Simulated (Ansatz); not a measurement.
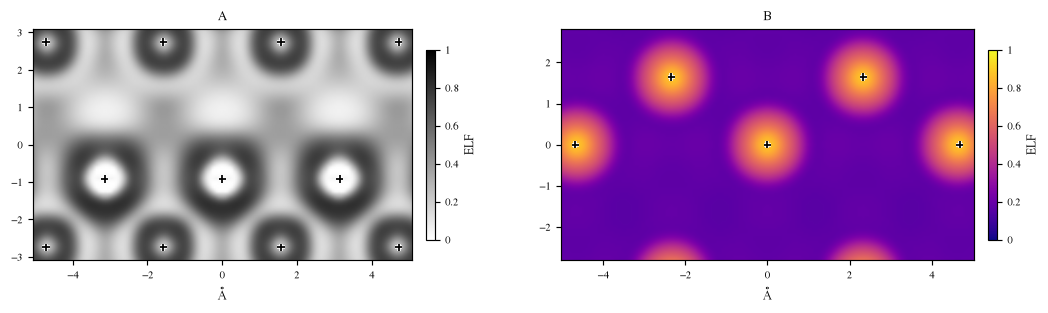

The ELF of 2 systems, each on a plane through atoms (crosses mark nuclei in the plane).

These are results of DFT LDA, scalar-relativistic, plane waves, PAW in Ansatz, not measurements.

System 1: Ag, the (110) plane of the conventional cell. Space group P6₃/mmc; changed on purpose from its base cell (volume × 1.02, shape and atoms relaxed); computed pressure about −3 GPa in this cell.

```
Ag
1.0
     2.84464    0.00000    0.00000
    -1.42232    2.46353    0.00000
     0.00000    0.00000    4.67085
Ag
2
Direct
  0.33333 0.66667 0.25000
  0.66667 0.33333 0.75000
```

System 2: MoP, the (110) plane of the conventional cell. Space group P-6m2; computed pressure about 5 GPa in this cell; computed without spin polarisation.

```
Mo P
1.0
     3.16815    0.00000    0.00000
    -1.58408    2.74370    0.00000
     0.00000    0.00000    3.14326
Mo P
1 1
Direct
  0.00000 0.00000 0.00000
  0.33333 0.66667 0.50000
```

Which map belongs to which system?

Answer. Panel A is system 2, MoP: the plane holds Mo and P. Mo–P (2.41 Å): the ELF peaks at about 0.80 in the valence shell of P, 0.8 Å from its nucleus, and is about 0.45 at the midpoint. Panel B is system 1, Ag: the plane holds Ag. Ag–Ag (2.86 Å): the ELF is about 0.15 at the midpoint: no shared electron pair shows on this line.
